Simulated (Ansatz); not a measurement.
# HfO2: the cell at several levels of theory

How does the equilibrium cell of HfO2, database structure depend on the functional? It is relaxed with PBE, r2SCAN and PBEsol.

The runs shown are made with Ansatz 0.2.0. PAW datasets, plane waves, zero pressure. Spin-unpolarised throughout; all numbers are computed.

## (1) The structure to begin with

This is the cell as the run starts from it, not yet at rest; its lengths are not the crystal's.

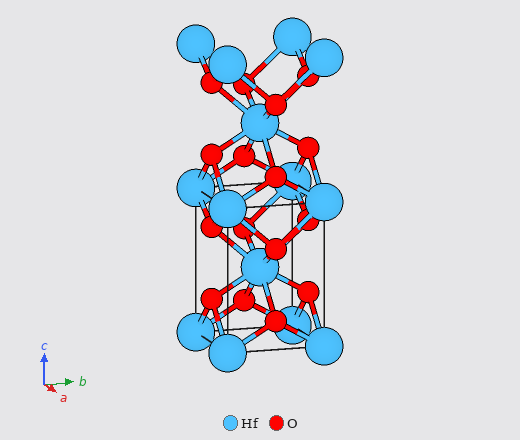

The structure, slightly off an axis: hafnium blue, oxygen red. 1×1×2 cells are drawn.

The structure in full:

```xyz
6
Lattice="3.5580 0.0000 0.0000 0.0000 3.5580 0.0000 0.0000 0.0000 5.1719" Properties=species:S:1:pos:R:3 pbc="T T T"
Hf    1.7790    1.7790    2.5859
Hf    0.0000    0.0000    0.0000
O     0.0000    1.7790    3.6059
O     1.7790    0.0000    4.1519
O     1.7790    0.0000    1.5660
O     0.0000    1.7790    1.0199
```

## (2) Relaxation with PBE

The input, input.yaml:

```yaml
crystal:
  lattice:
    - [3.55801933, 0.0, 0.0]
    - [0.0, 3.55801933, 0.0]
    - [0.0, 0.0, 5.17186121]
  atoms:
    - { symbol: Hf, position: [0.5, 0.5, 0.5] }
    - { symbol: Hf, position: [0.0, 0.0, 0.0] }
    - { symbol: O, position: [0.0, 0.5, 0.69720788] }
    - { symbol: O, position: [0.5, 0.0, 0.80279212] }
    - { symbol: O, position: [0.5, 0.0, 0.30279212] }
    - { symbol: O, position: [0.0, 0.5, 0.19720788] }
kpoints:
  mp_grid: { grid: [6, 6, 4] }
hamiltonian:
  xc: pbe
scf:
  occupations: { method: fermi_dirac, width: 0.02 }
relax:
  f_tol: 0.005
  cell: {}
```

Launch:

```console
> ansatz run input.yaml --threads 4 --pin off --max-ram 6451MiB --backend cpu --events-out ev --progress --plain --runs-dir out
```

What it wrote:

```text
Warning: RAYON_NUM_THREADS=4 ignored (pool sized by the plan → 4); use --threads N
Engine: ansatz 0.2.0, aarch64-unknown-linux-gnu
Pseudopotentials: kind: paw
Pseudopotential: Hf, paw, valence charge 26, recommended cutoff 420 eV (normal), Hf.paw.azcp
Pseudopotential: O, paw, valence charge 6, recommended cutoff 420 eV (normal), O.paw.azcp
Functional definition: PBE
  parameter kappa = 0.804
  parameter beta = 0.06672455060314922
  exchange = pbe_x(kappa = kappa, mu = beta*pi^2/3)
  correlation = pbe_c(beta = beta)
Crystal: 6 atoms, lattice volume = 65.473 Å³
Basis set: ecut = 420 eV, 1277 PW (Γ), exchange–correlation on 48×48×72 points (8 copies of the dense FFT grid, shifted against one another)
Bands: 46, of which v1, the nominal top of the filled ones, is band 38 counted from 1 (37 counted from 0)
Symmetry: 16 space group operations
Space group: P42/nmc (ITA 137), of the structure as read, at distance tolerance 4.0e-5 Å
k-points: 30 of 144
Non-local potential: Hf, projectors of the file, l = 0: 3, l = 1: 2, l = 2: 2, l = 3: 3
Non-local potential: O, projectors of the file, l = 0: 2, l = 1: 2, l = 2: 1
PAW form: soft (Blöchl's): semilocal exchange-correlation on the pseudo side does not see the compensation charge
PAW one-centre angular grid: Hf, 590 points (default); XC on 64 Gauss nodes
PAW one-centre angular grid: O, 110 points (default); XC on 64 Gauss nodes
Initial density: superposition of atomic densities (neutral atoms: chi_scale 0, normalization atom), corrected by the library's trained network
Initial wavefunctions: pseudopotential atomic-orbital guess
Functional: x = pbe(κ = 0.804, μ = 0.2195149727645171), c = pbe(β = 0.06672455060314922)
SCF iter   1: F=—  HF=-33722.957460 eV  |F-HF|=—  |Δ(HF+E_count)|=         —  Δρ=3.41e-3  dr2=1.99e-3  ethr=1.77e-3  ⟨swp⟩=6.2  Hψ=4410  notcnv=0
preconditioner: auto → Resta (q_TF=auto, 2.797 Å⁻¹)  ε∞=5.5  [insulator: Δε(μ)=4.757 eV  Ē_g=18.356 eV  σ=0.020 eV  W_gap=1.00  n_scr=28 (ndim 8)  ℏωp=38.9 eV  f_vac=0.056  D(μ)=0.00/eV (n_scr^D=0)  ε∞_Penn≈5.5]
SCF iter   2: F=—  HF=-33722.958550 eV  |F-HF|=—  |Δ(HF+E_count)|=   1.09e-3  Δρ=1.83e-3  dr2=7.26e-4  ethr=2.61e-6  ⟨swp⟩=2.2  Hψ=2796  notcnv=0  defer=38
SCF iter   3: F=—  HF=-33722.959003 eV  |F-HF|=—  |Δ(HF+E_count)|=   4.54e-4  Δρ=4.73e-4  dr2=1.24e-4  ethr=9.56e-7  ⟨swp⟩=2.0  Hψ=2219  notcnv=0  defer=38
SCF iter   4: F=—  HF=-33722.958976 eV  |F-HF|=—  |Δ(HF+E_count)|=   2.79e-5  Δρ=1.67e-4  dr2=1.76e-5  ethr=1.63e-7  ⟨swp⟩=2.0  Hψ=2164  notcnv=0  defer=38
SCF iter   5: F=—  HF=-33722.958795 eV  |F-HF|=—  |Δ(HF+E_count)|=   1.81e-4  Δρ=8.06e-5  dr2=4.49e-6  ethr=2.32e-8  ⟨swp⟩=2.0  Hψ=2045  notcnv=0  defer=38
SCF iter   6: F=—  HF=-33722.958798 eV  |F-HF|=—  |Δ(HF+E_count)|=   2.87e-6  Δρ=2.84e-5  dr2=6.73e-7  ethr=5.91e-9  ⟨swp⟩=2.0  Hψ=2115  notcnv=0  defer=38
SCF iter   7: F=-33722.958798 eV  HF=-33722.958798 eV  |F-HF|=1.09e-7  |Δ(HF+E_count)|=   6.10e-7  Δρ=1.48e-5  dr2=8.90e-8  ethr=1.32e-10  ⟨swp⟩=3.9  Hψ=5937  notcnv=0
SCF 1 converged in 7 iterations: F = -33722.958798 eV  dr2 = 8.90e-8
relax step   1: F+E_penalty+E_count = -33722.95879826 eV  Δ(F+E_penalty+E_count) = +0.000e0 eV  max|allowed force component| = 1.402e-1 eV/Å  Δτ_max = 0.0000 Å  P = +10.010 GPa  Ω = 65.473 Å³  (7 SCF iters, dr2 threshold 1.00e-7 eV, accepted)
Crystal: 6 atoms, lattice volume = 68.637 Å³
Basis set: ecut = 420 eV, 1321 PW (Γ), exchange–correlation on 48×48×72 points (8 copies of the dense FFT grid, shifted against one another)
Initial density: handed on by an earlier stage of this run
Initial wavefunctions: those handed on with the density
iter 1 solved again at ethr=3.31e-5 eV; its pass at ethr=3.10e-3 eV (dr2=2.52e-2 eV) is discarded
SCF iter   1: F=—  HF=-33723.025090 eV  |F-HF|=—  |Δ(HF+E_count)|=         —  Δρ=6.74e-3  dr2=2.52e-2  ethr=3.31e-5  ⟨swp⟩=2.0  Hψ=6254  notcnv=0
preconditioner: auto → Resta (q_TF=auto, 2.775 Å⁻¹)  ε∞=5.4  [insulator: Δε(μ)=4.627 eV  Ē_g=18.112 eV  σ=0.020 eV  W_gap=1.00  n_scr=28 (ndim 8)  ℏωp=38.0 eV  f_vac=0.074  D(μ)=0.00/eV (n_scr^D=0)  ε∞_Penn≈5.4]
SCF iter   2: F=—  HF=-33723.019371 eV  |F-HF|=—  |Δ(HF+E_count)|=   5.72e-3  Δρ=2.77e-3  dr2=6.80e-3  ethr=3.31e-5  ⟨swp⟩=2.0  Hψ=2340  notcnv=0
SCF iter   3: F=—  HF=-33723.018118 eV  |F-HF|=—  |Δ(HF+E_count)|=   1.25e-3  Δρ=1.41e-3  dr2=1.87e-3  ethr=8.95e-6  ⟨swp⟩=2.0  Hψ=1923  notcnv=0
SCF iter   4: F=—  HF=-33723.017954 eV  |F-HF|=—  |Δ(HF+E_count)|=   1.64e-4  Δρ=3.59e-4  dr2=1.02e-4  ethr=2.46e-6  ⟨swp⟩=2.0  Hψ=2348  notcnv=0
SCF iter   5: F=—  HF=-33723.017955 eV  |F-HF|=—  |Δ(HF+E_count)|=   1.26e-7  Δρ=3.28e-4  dr2=7.19e-5  ethr=1.34e-7  ⟨swp⟩=2.0  Hψ=2508  notcnv=0
SCF iter   6: F=—  HF=-33723.017960 eV  |F-HF|=—  |Δ(HF+E_count)|=   5.50e-6  Δρ=6.89e-5  dr2=2.97e-6  ethr=9.47e-8  ⟨swp⟩=2.0  Hψ=2164  notcnv=0
SCF iter   7: F=—  HF=-33723.017967 eV  |F-HF|=—  |Δ(HF+E_count)|=   6.53e-6  Δρ=3.18e-5  dr2=4.14e-7  ethr=7.89e-10  ⟨swp⟩=4.9  Hψ=5374  notcnv=0
SCF iter   8: F=-33723.017967 eV  HF=-33723.017967 eV  |F-HF|=2.12e-8  |Δ(HF+E_count)|=   7.03e-7  Δρ=1.11e-5  dr2=5.34e-8  ethr=5.44e-10  ⟨swp⟩=4.0  Hψ=4876  notcnv=0
SCF 2 converged in 8 iterations: F = -33723.017967 eV  dr2 = 5.34e-8
relax step   2: F+E_penalty+E_count = -33723.01796737 eV  Δ(F+E_penalty+E_count) = -5.917e-2 eV  max|allowed force component| = 6.714e-2 eV/Å  Δτ_max = 0.0109 Å  P = -1.843 GPa  Ω = 68.637 Å³  energy of the carried Pulay correction = -1.533e-2 eV  (8 SCF iters, dr2 threshold 6.00e-7 eV, accepted)
Crystal: 6 atoms, lattice volume = 68.174 Å³
iter 1 solved again at ethr=8.00e-7 eV; its pass at ethr=3.10e-3 eV (dr2=6.08e-4 eV) is discarded
SCF iter   1: F=—  HF=-33723.023436 eV  |F-HF|=—  |Δ(HF+E_count)|=         —  Δρ=9.13e-4  dr2=4.89e-4  ethr=8.00e-7  ⟨swp⟩=2.0  Hψ=6032  notcnv=0
preconditioner: auto → Resta (q_TF=auto, 2.778 Å⁻¹)  ε∞=5.4  [insulator: Δε(μ)=4.650 eV  Ē_g=18.175 eV  σ=0.020 eV  W_gap=1.00  n_scr=28 (ndim 8)  ℏωp=38.2 eV  f_vac=0.063  D(μ)=0.00/eV (n_scr^D=0)  ε∞_Penn≈5.4]
SCF iter   2: F=—  HF=-33723.023190 eV  |F-HF|=—  |Δ(HF+E_count)|=   2.46e-4  Δρ=3.96e-4  dr2=1.44e-4  ethr=6.44e-7  ⟨swp⟩=2.0  Hψ=1775  notcnv=0
SCF iter   3: F=—  HF=-33723.023156 eV  |F-HF|=—  |Δ(HF+E_count)|=   3.44e-5  Δρ=1.95e-4  dr2=3.47e-5  ethr=1.90e-7  ⟨swp⟩=3.0  Hψ=2585  notcnv=0
SCF iter   4: F=—  HF=-33723.023150 eV  |F-HF|=—  |Δ(HF+E_count)|=   6.02e-6  Δρ=6.55e-5  dr2=3.55e-6  ethr=4.57e-8  ⟨swp⟩=2.0  Hψ=2460  notcnv=0
SCF iter   5: F=—  HF=-33723.023152 eV  |F-HF|=—  |Δ(HF+E_count)|=   2.24e-6  Δρ=3.04e-5  dr2=6.89e-7  ethr=4.67e-9  ⟨swp⟩=2.0  Hψ=2163  notcnv=0
SCF iter   6: F=-33723.023152 eV  HF=-33723.023152 eV  |F-HF|=8.07e-8  |Δ(HF+E_count)|=   8.62e-8  Δρ=1.11e-5  dr2=6.63e-8  ethr=7.89e-10  ⟨swp⟩=4.2  Hψ=4952  notcnv=0
SCF 3 converged in 6 iterations: F = -33723.023152 eV  dr2 = 6.63e-8
relax step   3: F+E_penalty+E_count = -33723.02315217 eV  Δ(F+E_penalty+E_count) = -5.185e-3 eV  max|allowed force component| = 2.732e-2 eV/Å  Δτ_max = 0.0005 Å  P = -0.158 GPa  Ω = 68.174 Å³  energy of the carried Pulay correction = -1.313e-2 eV  (6 SCF iters, dr2 threshold 6.00e-7 eV, accepted)
[... 10 lines left out ...]
relax step   4: F+E_penalty+E_count = -33723.02331820 eV  Δ(F+E_penalty+E_count) = -1.660e-4 eV  max|allowed force component| = 1.350e-2 eV/Å  Δτ_max = 0.0042 Å  P = +0.016 GPa  Ω = 68.199 Å³  energy of the carried Pulay correction = -1.326e-2 eV  (5 SCF iters, dr2 threshold 1.13e-7 eV, accepted)
[... 9 lines left out ...]
relax step   5: F+E_penalty+E_count = -33723.02322631 eV  Δ(F+E_penalty+E_count) = +9.188e-5 eV  max|allowed force component| = 1.944e-3 eV/Å  Δτ_max = 0.0029 Å  P = +0.011 GPa  Ω = 68.239 Å³  energy of the carried Pulay correction = -1.344e-2 eV  (5 SCF iters, dr2 threshold 1.04e-7 eV, accepted)
[... 13 lines left out ...]
relax step   6: F+E_penalty+E_count = -33723.03950526 eV  Δ(F+E_penalty+E_count) = -1.628e-2 eV  max|allowed force component| = 3.289e-3 eV/Å  Δτ_max = 0.0000 Å  P = +0.405 GPa  Ω = 68.239 Å³  stress off target by 4.55e-1 GPa  SCF on the basis re-selected at this cell (its energy is not comparable with the rows above)  (8 SCF iters)
[... 9 lines left out ...]
relax step   7: F+E_penalty+E_count = -33723.03901355 eV  Δ(F+E_penalty+E_count) = +4.917e-4 eV  max|allowed force component| = 3.731e-4 eV/Å  Δτ_max = 0.0018 Å  P = +0.019 GPa  Ω = 68.380 Å³  energy of the carried Pulay correction = -6.760e-4 eV  (4 SCF iters, dr2 threshold 5.18e-7 eV, accepted)
iter 1 solved again at ethr=9.02e-8 eV; its pass at ethr=3.10e-3 eV (dr2=6.86e-5 eV) is discarded
SCF iter   1: F=—  HF=-33723.039889 eV  |F-HF|=—  |Δ(HF+E_count)|=         —  Δρ=9.84e-5  dr2=4.15e-7  ethr=9.02e-8  ⟨swp⟩=3.2  Hψ=8283  notcnv=0
preconditioner: auto → Resta (q_TF=auto, 2.777 Å⁻¹)  ε∞=5.4  [insulator: Δε(μ)=4.670 eV  Ē_g=18.165 eV  σ=0.020 eV  W_gap=1.00  n_scr=28 (ndim 8)  ℏωp=38.1 eV  f_vac=0.065  D(μ)=0.00/eV (n_scr^D=0)  ε∞_Penn≈5.4]
SCF iter   2: F=—  HF=-33723.039814 eV  |F-HF|=—  |Δ(HF+E_count)|=   7.51e-5  Δρ=5.05e-5  dr2=2.10e-7  ethr=5.47e-10  ⟨swp⟩=2.1  Hψ=2520  notcnv=0
SCF iter   3: F=—  HF=-33723.039829 eV  |F-HF|=—  |Δ(HF+E_count)|=   1.44e-5  Δρ=1.37e-5  dr2=5.48e-8  ethr=2.76e-10  ⟨swp⟩=2.0  Hψ=2144  notcnv=0
SCF iter   4: F=—  HF=-33723.039829 eV  |F-HF|=—  |Δ(HF+E_count)|=   5.23e-7  Δρ=5.96e-6  dr2=7.88e-9  ethr=7.21e-11  ⟨swp⟩=2.0  Hψ=2173  notcnv=0
SCF iter   5: F=—  HF=-33723.039829 eV  |F-HF|=—  |Δ(HF+E_count)|=   1.80e-7  Δρ=2.13e-6  dr2=3.13e-9  ethr=1.04e-11  ⟨swp⟩=2.0  Hψ=2518  notcnv=0
SCF iter   6: F=—  HF=-33723.039829 eV  |F-HF|=—  |Δ(HF+E_count)|=   3.35e-9  Δρ=4.03e-7  dr2=9.92e-11  ethr=4.12e-12  ⟨swp⟩=2.0  Hψ=2358  notcnv=0
SCF iter   7: F=-33723.039829 eV  HF=-33723.039829 eV  |F-HF|=1.46e-11  |Δ(HF+E_count)|=  2.84e-10  Δρ=8.25e-8  dr2=1.44e-12  ethr=1.00e-12  ⟨swp⟩=4.8  Hψ=5316  notcnv=0
SCF 8 converged in 7 iterations: F = -33723.039829 eV  dr2 = 1.44e-12
relax step   8: F+E_penalty+E_count = -33723.03982934 eV  Δ(F+E_penalty+E_count) = -8.158e-4 eV  max|allowed force component| = 3.332e-4 eV/Å  Δτ_max = 0.0000 Å  P = +0.026 GPa  Ω = 68.380 Å³  stress off target by 3.52e-2 GPa  SCF on the basis re-selected at this cell (its energy is not comparable with the rows above)  (7 SCF iters)
basis re-selected at this cell: Δ(F+E_penalty+E_count) = -8.158e-4 eV, ΔP = +0.007 GPa vs the last step (what re-selecting the basis moved, of the pressure what is left beyond the Pulay correction that the steps carried, after the strain that the cell walked since its last selection, with what the two solves' SCF thresholds leave and, on support functions, any second-order correction that the steps lacked; it is no measure of the basis error at this ecutwfc). This SCF's stress stands 3.52e-2 GPa from its target on what of the cell is left free (relax.cell.stress_tol is 5.00e-2 GPa) and its largest allowed force component is 3.33e-4 eV/Å (relax.f_tol is 5.00e-3 eV/Å): within both
SCF converged after 7 iterations
Free energy (F): -33723.039829 eV
Harris-Foulkes:  -33723.039829 eV  (|F-HF|=1.46e-11)
Internal energy: -33723.039829 eV  (E = F + TS)
E sigma→0 (E₀):  -33723.039829 eV
Fermi energy:    16.703326 eV
--- Per-component energies (eV) ---
  E_band       = 29.902238
  E_kinetic    = 1541.954392
  E_local      = -11844.557665  (includes V_loc(G=0)·N_el)
  E_nonlocal   = -2294.352530
  E_hartree    = 5413.393280
  E_xc         = -895.061393
  E_vxc        = -908.938556  (∫ρ·V_xc dr)
  E_paw        = -14485.881781  (= ΣΔE_a)
  E_vpaw       = 2708.999972  (= ΣTr[D̂ρ^β])
  E_aug_tail   = 0.010032  (compensation charges beyond the density's cutoff)
  E_ewald      = -11158.544164
  E_smearing   = -0.000000  (= −TS)
  E_closure    = 0.000000  (closes the sum)
  Σ components = -33723.039829   (vs F -33723.039829, Δ=0.00e0)
--- Forces (eV/Å), atoms counted from 1 ---
  atom   1  Hf     0.00000000     0.00000000     0.00000000
  atom   2  Hf     0.00000000     0.00000000    -0.00000000
  atom   3  O      0.00000000     0.00000000    -0.00033320
  atom   4  O      0.00000000     0.00000000     0.00033320
  atom   5  O      0.00000000     0.00000000     0.00033320
  atom   6  O      0.00000000     0.00000000    -0.00033320
  max |Σ_I F_I| component: 8.33e-17 eV/Å
--- Stress (GPa, compression-positive) ---
        0.021230      -0.000000       0.000000
       -0.000000       0.021230       0.000000
        0.000000       0.000000       0.035186
  P = ⅓ Tr σ = 0.0259 GPa (0.259 kbar)
--- Relaxed structure (6 steps of the walk, 6 accepted, 2 SCFs on fresh bases) ---
  F+E_penalty+E_count = -33723.03982934 eV   max|allowed force component| = 3.332e-4 eV/Å   (the final SCF, on the basis selected at the relaxed cell)
  cell:  # Å, volume = 68.3804 Å³
    - [3.604319778954783, -7.119493854390318e-34, 0.0]
    - [-8.819671491259647e-34, 3.604319778954783, 0.0]
    - [0.0, 0.0, 5.263625762090767]
  atoms:
    - { symbol: Hf, position: [0.5, 0.5, 0.5] }
    - { symbol: Hf, position: [-7.893852098787554e-36, 8.45769867727238e-37, 1.1355219193188302e-19] }
    - { symbol: O, position: [9.021545255757209e-36, 0.5, 0.6932842052857462] }
    - { symbol: O, position: [0.5, -8.457698677272383e-37, 0.806715794714254] }
    - { symbol: O, position: [0.5, 8.457698677272383e-37, 0.3067157947142538] }
    - { symbol: O, position: [-1.1276931569696511e-36, 0.5, 0.1932842052857462] }
```

Wall time 10 s (4 threads of Arm Neoverse V1, shared host); peak memory 0.39 GiB.

The path of the relaxation:

```csv
step,energy change (meV/atom),largest force (eV/Å),pressure (GPa),volume (Å³/atom)
1,0.0,0.1402,10.01,10.912
2,-9.9,0.0671,-1.84,11.439
3,-10.7,0.0273,-0.16,11.362
4,-10.8,0.0135,0.02,11.367
5,-10.7,0.0019,0.01,11.373
6,-13.5,0.0033,0.40,11.373
7,-13.4,0.0004,0.02,11.397
8,-13.5,0.0003,0.03,11.397
```

Steps 6, 8 solve the same cell on a plane-wave basis chosen anew, so the energy can jump there without a move.

The table lists every geometry solved, with passes on a fresh basis, whose energies don't compare exactly with the rows above.

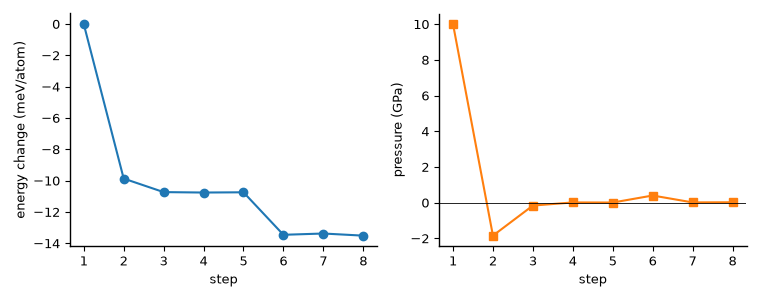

Energy (left) and pressure (right) by step.

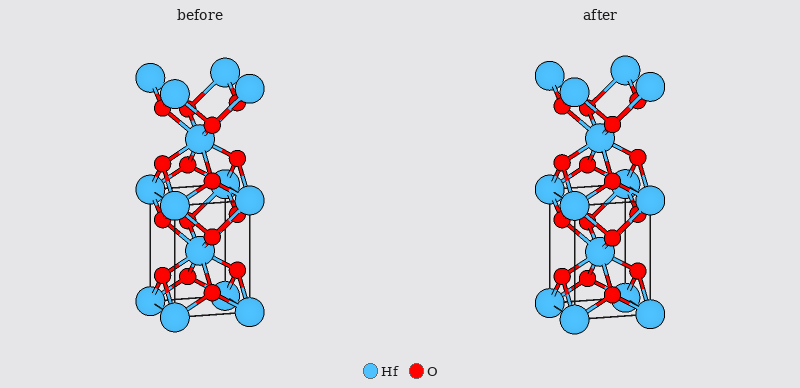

Before and after, at one scale.

|  | before | after | change |
| --- | --- | --- | --- |
| a (Å) | 3.558 | 3.604 | +1.30 % |
| c (Å) | 5.172 | 5.264 | +1.77 % |
| volume (Å³/atom) | 10.912 | 11.397 | +4.44 % |
| shortest distance (Å) | 2.051 | 2.070 | +0.92 % |
| space group | P4_2/nmc | P4_2/nmc | same |

(Part 1 of 3 ends here.)
